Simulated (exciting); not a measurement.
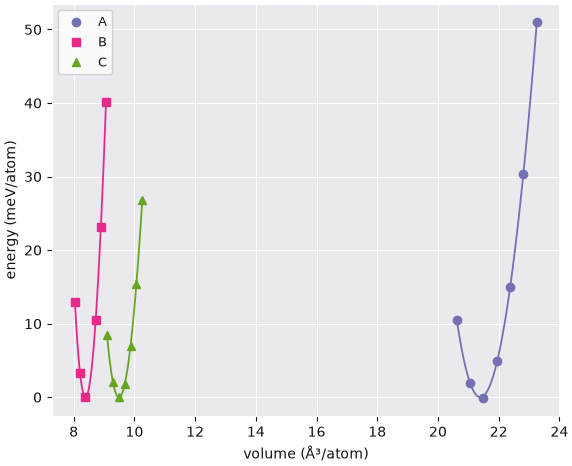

The plot gives the computed energy against volume, with one curve for each compound, for Hf, MgB₂ and TiB₂ (all in space group P6/mmm (No. 191)). The labels are replaced by letters.

Calculation (exciting sodium): all-electron LAPW DFT, no spin polarisation; energies at scaled volumes of the given cell, shape and fractions fixed, counted from the fit's minimum, third-order Birch-Murnaghan fit. Level: PBEsol.

occupations Fermi–Dirac; smearing width 0.05 eV; potentials all electron LAPW+lo, shipped species files.

### Which letter stands for which compound?

A: Hf; B: TiB2; C: MgB2.

Limits of the calculation: shape and atomic fractions are frozen while scaling, which makes layered, chain and framework solids too stiff.
